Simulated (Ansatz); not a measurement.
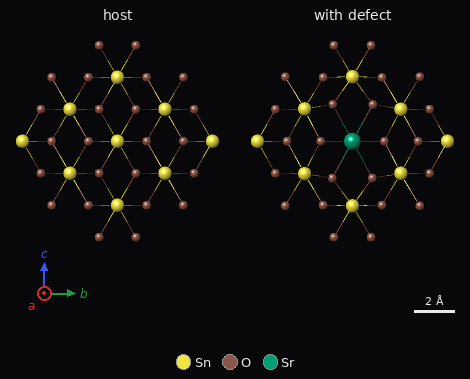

Left: perfect SnO$_{2}$. Right: the same region with one point defect, after relaxing the atoms in a supercell of 72 sites. The picture is a ball-and-stick view of the atoms within 5.4 Å of one point, in a slice 5.0 Å thick across the line of sight, seen along the a axis.

Level of theory: DFT, PBEsol, PAW, plane waves in Ansatz 0.2.0. Set-up: plane-wave cutoff 420 eV; k-point mesh 1 × 1 × 1; mesh shifted by (0.25, 0.25, 0.25); no spin polarisation. Fermi-Dirac smearing of 0.01 eV. The axes drawn are those of the host's conventional cell.

Which defect is it?

A tin atom is replaced by strontium.

The charge state of the cell is 0.

How does the lattice respond?

In the host the Sn atom has 6 O at 2.07 Å; the Sr atom ends with 6 O at 2.27 to 2.33 Å. Of the host's atoms, an oxygen atom moves furthest from its site, by 0.27 Å.
